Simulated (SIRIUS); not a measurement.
System: MoS₂, space group R3m (No. 160).

Starting cell:
```cif
data_structure
_symmetry_space_group_name_H-M 'P 1'
_symmetry_Int_Tables_number 1
_cell_length_a 6.4149
_cell_length_b 6.4149
_cell_length_c 6.4149
_cell_angle_alpha 28.517
_cell_angle_beta 28.517
_cell_angle_gamma 28.517
_cell_volume 53.18
loop_
_atom_site_label
_atom_site_type_symbol
_atom_site_fract_x
_atom_site_fract_y
_atom_site_fract_z
_atom_site_occupancy
Mo1 Mo 0.00000 0.00000 0.00000 1
S1 S 0.41700 0.41700 0.41700 1
S2 S 0.25000 0.25000 0.25000 1
```

Calculation (SIRIUS 7.12.0): all-electron LAPW DFT, no spin polarisation; energies at scaled volumes of the given cell, shape and fractions fixed, counted from the fit's minimum, third-order Birch-Murnaghan fit. Level: PBEsol.

k mesh 10×10×10; occupations Fermi–Dirac; smearing width 0.05 eV; potentials all electron FP LAPW; program settings basis apw+lo standard, gk cutoff 3.86 1/bohr, pw cutoff 20 1/bohr.

Predict the energy against volume. The volume takes the values 16.66, 17.02, 17.37, 17.73, 18.08, 18.44, 18.79 Å³/atom.

A third-order Birch–Murnaghan fit gives V0 = 17.77 Å³/atom, B0 = 155 GPa and B′ = 4.4. The energy is 37.04 meV/atom at volume 16.66 Å³/atom and 25.80 meV/atom at 18.79 Å³/atom; the lowest computed point is at volume 17.73 Å³/atom (0.01 meV/atom).

```tsv
volume (Å³/atom)	energy (meV/atom)
16.66	37.04
17.02	16.40
17.37	4.39
17.73	0.01
18.08	2.64
18.44	11.43
18.79	25.80
```

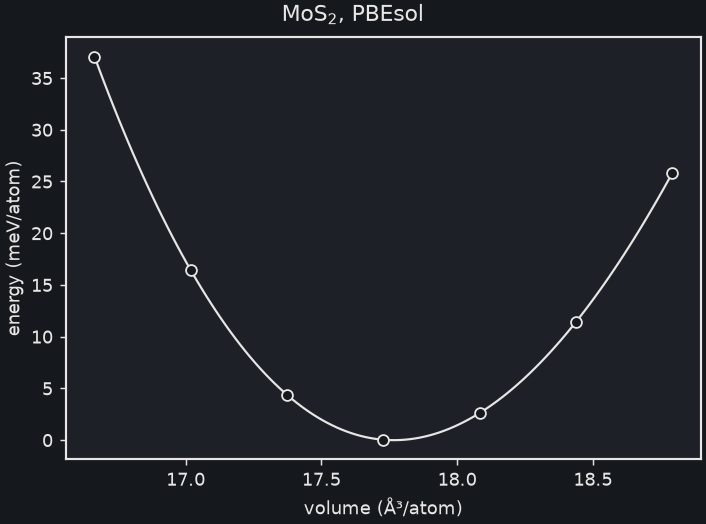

Caveats: shape and atomic fractions are frozen while scaling, which makes layered, chain and framework solids too stiff.
